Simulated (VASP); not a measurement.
**Geometry relaxation of HfSi2 (part 1 of 3)**

HfSi2 (6 atoms in the cell), computed with Kohn-Sham DFT of a periodic cell, LDA, VASP PAW LDA potentials, recommended, no spin polarisation (VASP 6.6.1).

The structure derives from an entry of the Crystallography Open Database.

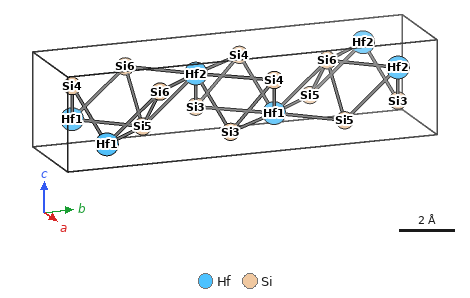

**Figure 1.** The structure as given in the input (ball-and-stick view of the cell 2 times as large as that of the calculation, set on its symmetry axes, seen slightly off an axis; atoms are numbered from 1 in the order of the input). An atom can appear more than once, as a periodic image. Near neighbours in the periodic cell (some may lie outside the picture): Hf has 10 Si at 2.67 to 3.02 Å; Si has 6 Hf at 2.67 to 3.02 Å and 2 Si at 2.50 Å; Si has 4 Hf at 2.78 to 2.79 Å and 4 Si at 2.59 Å.

Summary:

| quantity | value |
| --- | --- |
| outcome | converged |
| space group (tolerance 0.01 Å) | Cmcm (63) |
| electrons treated | 36 |
| free energy | −49.2691 eV |
| gap on the k-point mesh | none (metallic) |
| pressure | 0.01 GPa |
| final volume | 93.47 Å³ |
| largest force (length of the vector) at the end | 0.002 eV/Å |
| final cell | a = 7.362 Å, b = 7.362 Å, c = 3.614 Å, α = 90.00°, β = 90.00°, γ = 151.50° |
| hardware | 2 threads of Intel Xeon (Sapphire Rapids), 64 GiB of memory available, shared host |
| wall time | 16 min (CPU time 32 min) |
| peak memory | 0.6 GiB |

Notes:

Spin–orbit coupling is left out, which matters for Hf.

INCAR:
```
SYSTEM = HfSi2
  ALGO = Normal
  EDIFF = 1E-6
  EDIFFG = -0.01
  ENCUT = 600
  IBRION = 2
  ISIF = 3
  ISMEAR = 1
  KPAR = 2
  LASPH = .TRUE.
  LCHARG = .FALSE.
  LREAL = .FALSE.
  LWAVE = .FALSE.
  NELM = 80
  NSW = 90
  PREC = Accurate
  SIGMA = 0.1
```

KPOINTS:
```
k-points
0
G
  10 10 10
  0 0 0
```

POSCAR:
```
HfSi2
1.0
    1.8360000000     -7.2850000000      0.0000000000
    1.8360000000      7.2850000000      0.0000000000
    0.0000000000      0.0000000000      3.6410000000
Hf Si
2 4
Direct
    0.8940000000      0.1060000000      0.2500000000
    0.1060000000      0.8940000000      0.7500000000
    0.5590000000      0.4410000000      0.2500000000
    0.4410000000      0.5590000000      0.7500000000
    0.2500000000      0.7500000000      0.2500000000
    0.7500000000      0.2500000000      0.7500000000
```

Command:
```bash
cat potpaw_LDA.64/Hf_pv/POTCAR potpaw_LDA.64/Si/POTCAR > POTCAR
mpirun -np 2 vasp_std > vasp.out
```

OSZICAR:
```
N       E                     dE             d eps       ncg     rms          rms(c)
DAV:   1     0.128263365567E+03    0.12826E+03   -0.19597E+04  8184   0.167E+03
DAV:   2    -0.413368967173E+02   -0.16960E+03   -0.16585E+03  9832   0.324E+02
DAV:   3    -0.503132725380E+02   -0.89764E+01   -0.88375E+01 10698   0.484E+01
DAV:   4    -0.504659608085E+02   -0.15269E+00   -0.15178E+00 10092   0.724E+00
DAV:   5    -0.504687053011E+02   -0.27445E-02   -0.27408E-02 10426   0.886E-01    0.669E+01
DAV:   6    -0.492988046688E+02    0.11699E+01   -0.37928E+00  9612   0.850E+00    0.420E+01
DAV:   7    -0.491849825278E+02    0.11382E+00   -0.10458E+00 10052   0.558E+00    0.316E+00
DAV:   8    -0.491484367911E+02    0.36546E-01   -0.22555E-01  9816   0.244E+00    0.131E+00
DAV:   9    -0.491491197741E+02   -0.68298E-03   -0.23709E-02 10390   0.787E-01    0.565E-01
DAV:  10    -0.491485599823E+02    0.55979E-03   -0.34018E-03 10054   0.264E-01    0.322E-01
DAV:  11    -0.491485630766E+02   -0.30943E-05   -0.20845E-04 10280   0.799E-02    0.448E-02
DAV:  12    -0.491485615342E+02    0.15424E-05   -0.95834E-06 10304   0.172E-02    0.173E-02
DAV:  13    -0.491485614551E+02    0.79105E-07   -0.86050E-07  7164   0.609E-03
   1 F= -.49148561E+02 E0= -.49148589E+02  d E =-.491486E+02
       N       E                     dE             d eps       ncg     rms          rms(c)
DAV:   1    -0.498007893461E+02   -0.65223E+00   -0.19252E+01  8226   0.308E+01    0.160E+01
DAV:   2    -0.493443179140E+02    0.45647E+00   -0.12620E+00  8652   0.719E+00    0.360E+00
DAV:   3    -0.492098543290E+02    0.13446E+00   -0.29135E-01 10020   0.344E+00    0.173E+00
DAV:   4    -0.491803146120E+02    0.29540E-01   -0.35799E-02  9810   0.129E+00    0.180E+00
DAV:   5    -0.491751904205E+02    0.51242E-02   -0.70014E-03  9930   0.522E-01    0.816E-01
DAV:   6    -0.491748882262E+02    0.30219E-03   -0.12907E-03 10292   0.150E-01    0.287E-01
DAV:   7    -0.491748850824E+02    0.31438E-05   -0.12054E-04 10286   0.516E-02    0.789E-02
DAV:   8    -0.491748831721E+02    0.19103E-05   -0.77675E-06  9978   0.136E-02    0.308E-02
DAV:   9    -0.491748826055E+02    0.56654E-06   -0.43970E-06  8426   0.127E-02
   2 F= -.49174883E+02 E0= -.49174581E+02  d E =-.263212E-01
       N       E                     dE             d eps       ncg     rms          rms(c)
DAV:   1    -0.493641750688E+02   -0.18929E+00   -0.38526E+00  8298   0.139E+01    0.786E+00
DAV:   2    -0.492750454902E+02    0.89130E-01   -0.29352E-01  8460   0.336E+00    0.165E+00
DAV:   3    -0.492488465940E+02    0.26199E-01   -0.54699E-02 10070   0.145E+00    0.773E-01
DAV:   4    -0.492421521791E+02    0.66944E-02   -0.81299E-03  9714   0.605E-01    0.698E-01
DAV:   5    -0.492412141162E+02    0.93806E-03   -0.13523E-03  9930   0.229E-01    0.406E-01
DAV:   6    -0.492411486755E+02    0.65441E-04   -0.18319E-04 10388   0.592E-02    0.189E-01
DAV:   7    -0.492411428243E+02    0.58511E-05   -0.34177E-05 10206   0.237E-02    0.182E-02
DAV:   8    -0.492411429939E+02   -0.16960E-06   -0.12698E-06  6688   0.663E-03
   3 F= -.49241143E+02 E0= -.49240914E+02  d E =-.925815E-01
       N       E                     dE             d eps       ncg     rms          rms(c)
DAV:   1    -0.492657710635E+02   -0.24628E-01   -0.21894E+00  8310   0.960E+00    0.168E+00
DAV:   2    -0.492682048158E+02   -0.24338E-02   -0.99927E-02 10254   0.199E+00    0.476E-01
DAV:   3    -0.492656001647E+02    0.26047E-02   -0.43274E-03 10616   0.413E-01    0.236E-01
DAV:   4    -0.492650695959E+02    0.53057E-03   -0.14500E-03 10440   0.222E-01    0.989E-02
DAV:   5    -0.492650281803E+02    0.41416E-04   -0.17892E-04 10952   0.769E-02    0.593E-02
DAV:   6    -0.492650259774E+02    0.22029E-05   -0.26541E-05 10088   0.255E-02    0.168E-02
DAV:   7    -0.492650250608E+02    0.91664E-06   -0.33118E-06  8816   0.115E-02
   4 F= -.49265025E+02 E0= -.49264749E+02  d E =-.238821E-01
       N       E                     dE             d eps       ncg     rms          rms(c)
DAV:   1    -0.492673655317E+02   -0.23396E-02   -0.38245E-01  8310   0.402E+00    0.691E-01
DAV:   2    -0.492678006128E+02   -0.43508E-03   -0.17363E-02 10266   0.829E-01    0.200E-01
DAV:   3    -0.492673487085E+02    0.45190E-03   -0.75718E-04 10610   0.174E-01    0.973E-02
DAV:   4    -0.492672575810E+02    0.91128E-04   -0.25179E-04 10478   0.915E-02    0.410E-02
DAV:   5    -0.492672503850E+02    0.71960E-05   -0.30426E-05 10822   0.314E-02    0.244E-02
DAV:   6    -0.492672499912E+02    0.39377E-06   -0.47819E-06  9876   0.108E-02
   5 F= -.49267250E+02 E0= -.49266977E+02  d E =-.261070E-01
       N       E                     dE             d eps       ncg     rms          rms(c)
DAV:   1    -0.492703593707E+02   -0.31090E-02   -0.14797E-01  8562   0.254E+00    0.785E-01
DAV:   2    -0.492690526044E+02    0.13068E-02   -0.63802E-03  9918   0.510E-01    0.194E-01
DAV:   3    -0.492685930503E+02    0.45955E-03   -0.78143E-04 10460   0.170E-01    0.837E-02
DAV:   4    -0.492684820536E+02    0.11100E-03   -0.15861E-04 10882   0.751E-02    0.663E-02
DAV:   5    -0.492684702009E+02    0.11853E-04   -0.25507E-05 10442   0.310E-02    0.319E-02
DAV:   6    -0.492684691003E+02    0.11006E-05   -0.53945E-06  9888   0.120E-02    0.101E-02
DAV:   7    -0.492684691293E+02   -0.29036E-07   -0.41577E-07  5596   0.348E-03
   6 F= -.49268469E+02 E0= -.49268200E+02  d E =-.121914E-02
       N       E                     dE             d eps       ncg     rms          rms(c)
DAV:   1    -0.492684828350E+02   -0.13735E-04   -0.66376E-04  8778   0.170E-01    0.526E-02
DAV:   2    -0.492684768559E+02    0.59791E-05   -0.28572E-05  9990   0.342E-02    0.131E-02
DAV:   3    -0.492684747630E+02    0.20929E-05   -0.34198E-06  8312   0.115E-02    0.551E-03
DAV:   4    -0.492684742655E+02    0.49748E-06   -0.83953E-07  5256   0.623E-03
   7 F= -.49268474E+02 E0= -.49268206E+02  d E =-.122427E-02
       N       E                     dE             d eps       ncg     rms          rms(c)
DAV:   1    -0.492694975878E+02   -0.10228E-02   -0.61736E-02  8712   0.166E+00    0.453E-01
DAV:   2    -0.492690890803E+02    0.40851E-03   -0.26671E-03 10206   0.325E-01    0.109E-01
DAV:   3    -0.492689333268E+02    0.15575E-03   -0.29415E-04 10124   0.985E-02    0.531E-02
DAV:   4    -0.492688886273E+02    0.44700E-04   -0.45738E-05 10730   0.437E-02    0.407E-02
DAV:   5    -0.492688805405E+02    0.80868E-05   -0.12792E-05 10540   0.217E-02    0.220E-02
DAV:   6    -0.492688802821E+02    0.25841E-06   -0.11411E-06  6072   0.616E-03
   8 F= -.49268880E+02 E0= -.49268616E+02  d E =-.406017E-03
       N       E                     dE             d eps       ncg     rms          rms(c)
DAV:   1    -0.492688838481E+02   -0.33076E-05   -0.21963E-04  8682   0.992E-02    0.272E-02
DAV:   2    -0.492688824629E+02    0.13852E-05   -0.95731E-06 10188   0.195E-02    0.671E-03
DAV:   3    -0.492688818913E+02    0.57164E-06   -0.83593E-07  5190   0.573E-03
   9 F= -.49268882E+02 E0= -.49268618E+02  d E =-.407626E-03
       N       E                     dE             d eps       ncg     rms          rms(c)
DAV:   1    -0.492689716090E+02   -0.89146E-04   -0.53061E-02  8184   0.155E+00    0.211E-01
DAV:   2    -0.492691027755E+02   -0.13117E-03   -0.22313E-03 10122   0.310E-01    0.658E-02
DAV:   3    -0.492690732068E+02    0.29569E-04   -0.76918E-05 10176   0.567E-02    0.400E-02
DAV:   4    -0.492690676208E+02    0.55859E-05   -0.14255E-05 10090   0.250E-02    0.280E-02
DAV:   5    -0.492690668990E+02    0.72181E-06   -0.32672E-06  8220   0.109E-02
  10 F= -.49269067E+02 E0= -.49268798E+02  d E =-.185008E-03
```

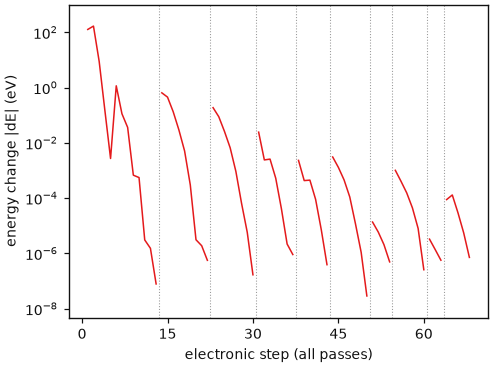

**Figure 2.** Convergence of the self-consistent field: energy change |dE| against the electronic step. Each stretch between dotted lines is the SCF of one geometry step of a relaxation. The 10 ionic steps take 3 to 13 electronic steps each. The density is held fixed in the first few steps, and dE rises again when its update begins.

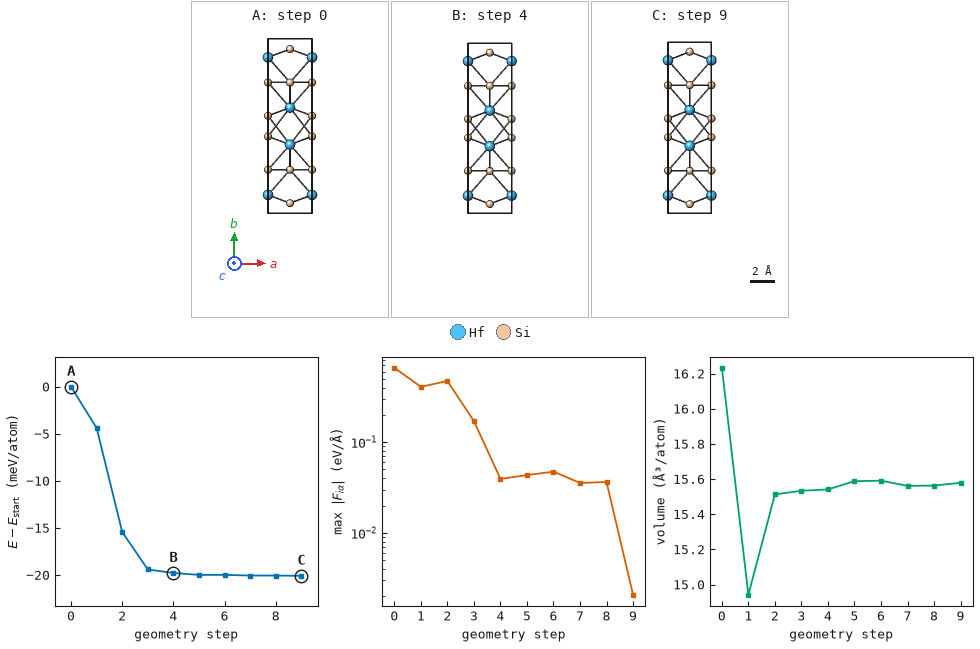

**Figure 3.** Frames of the relaxation (ball-and-stick view of the cell 2 times as large as that of the calculation, set on its symmetry axes, along the c axis) above the curves, on which the letters mark them (steps are counted from 0).

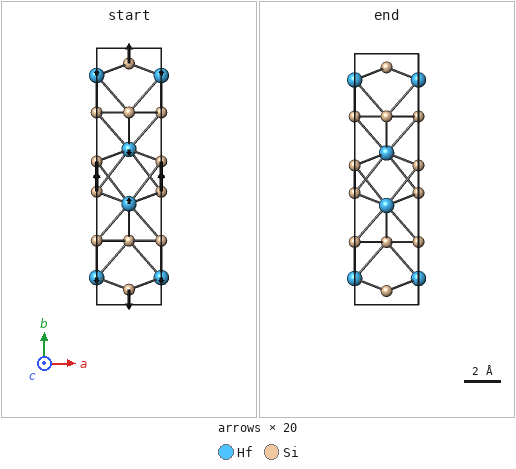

**Figure 4.** Before (left) and after (right) the relaxation, at one scale (ball-and-stick view of the cell 2 times as large as that of the calculation, set on its symmetry axes, along the c axis). The black arrows give the displacements (without the part carried along by the change of the cell), magnified 20 times. The largest moves relative to the cell, 0.059 Å, are those of Si3 and Si4. Largest moves by element: Si 0.059 Å, Hf 0.019 Å. Cell: a 3.672 → 3.625 Å (−1.3 %), b 14.570 → 14.271 Å (−2.1 %), c 3.641 → 3.614 Å (−0.7 %). Volume −4.0 %. Among the contacts that change: Hf1–Si3 3.025 → 2.910 Å, Si3–Si4 2.504 → 2.391 Å, Hf1–Si5 2.788 → 2.752 Å, Si5–Si6 2.586 → 2.559 Å. The space group stays Cmcm (No. 63). Over 9 geometry steps the energy falls by 20.1 meV per atom. The largest force component goes from 0.66 to 0.0021 eV/Å. (Atoms are counted from 1 in the order of the input.)

Parts of OUTCAR:
```
SYSTEM = HfSi2
   EDIFF = 1E-6
   EDIFFG = -0.01
   ENCUT = 600
   IBRION = 2
   ISIF = 3
   ISMEAR = 1
   LASPH = .TRUE.
   LREAL = .FALSE.
   NELM = 80
   NSW = 90
   PREC = Accurate

 ion  position               nearest neighbor table
   1  0.894  0.106  0.250-   4 2.67   4 2.67   4 2.67   4 2.67   6 2.78   6 2.78   5 2.79   5 2.79
                             3 3.02   3 3.02   2 3.59   2 3.59
   2  0.106  0.894  0.750-   3 2.67   3 2.67   3 2.67   3 2.67   5 2.78   5 2.78   6 2.79   6 2.79
                             4 3.02   4 3.02   1 3.59   1 3.59
   3  0.559  0.441  0.250-   4 2.50   4 2.50   2 2.67   2 2.67   2 2.67   2 2.67   1 3.02   1 3.02

   4  0.441  0.559  0.750-   3 2.50   3 2.50   1 2.67   1 2.67   1 2.67   1 2.67   2 3.02   2 3.02

   5  0.250  0.750  0.250-   6 2.59   6 2.59   6 2.59   6 2.59   2 2.78   2 2.78   1 2.79   1 2.79

   6  0.750  0.250  0.750-   5 2.59   5 2.59   5 2.59   5 2.59   1 2.78   1 2.78   2 2.79   2 2.79

  LATTYP: Found a base centered orthorhombic cell.
 ALAT       =     3.6720000000
 B/A-ratio  =     3.9678649237
 C/A-ratio  =     0.9915577342

  Lattice vectors:

 A1 = (   1.8360000000,  -7.2850000000,   0.0000000000)
 A2 = (   1.8360000000,   7.2850000000,   0.0000000000)
 A3 = (   0.0000000000,   0.0000000000,   3.6410000000)

Analysis of symmetry for initial positions (statically):
=====================================================================
 Subroutine PRICEL returns:
 Original cell was already a primitive cell.

 Routine SETGRP: Setting up the symmetry group for a
 base centered orthorhombic supercell.

 Subroutine GETGRP returns: Found  8 space group operations
 (whereof  4 operations were pure point group operations)
 out of a pool of  8 trial point group operations.

The static configuration has the point symmetry C_2h.
 The point group associated with its full space group is D_2h.

Analysis of symmetry for dynamics (positions and initial velocities):
=====================================================================
 Subroutine PRICEL returns:
 Original cell was already a primitive cell.

 Routine SETGRP: Setting up the symmetry group for a
 base centered orthorhombic supercell.

 Subroutine GETGRP returns: Found  8 space group operations
 (whereof  4 operations were pure point group operations)
 out of a pool of  8 trial point group operations.

The dynamic configuration has the point symmetry C_2h.
 The point group associated with its full space group is D_2h.

 Subroutine INISYM returns: Found  8 space group operations
 (whereof  4 operations are pure point group operations),
 and found     1 'primitive' translations

----------------------------------------------------------------------------------------

                                     Primitive cell

  volume of cell :      97.3986

  direct lattice vectors                    reciprocal lattice vectors
     1.836000000 -7.285000000  0.000000000     0.272331155 -0.068634180  0.000000000
     1.836000000  7.285000000  0.000000000     0.272331155  0.068634180  0.000000000
     0.000000000  0.000000000  3.641000000     0.000000000  0.000000000  0.274649821

  length of vectors
     7.512797149  7.512797149  3.641000000     0.280846770  0.280846770  0.274649821

  position of ions in fractional coordinates (direct lattice)
     0.894000000  0.106000000  0.250000000
     0.106000000  0.894000000  0.750000000
     0.559000000  0.441000000  0.250000000
     0.441000000  0.559000000  0.750000000
     0.250000000  0.750000000  0.250000000
     0.750000000  0.250000000  0.750000000

  ion indices of the primitive-cell ions
   primitive index   ion index
                 1           1
                 2           2
                 3           3
                 4           4
                 5           5
                 6           6

----------------------------------------------------------------------------------------

 KPOINTS: k-points

Automatic generation of k-mesh.
 Grid dimensions read from file:
 generate k-points for:   10   10   10

 Generating k-lattice:
```
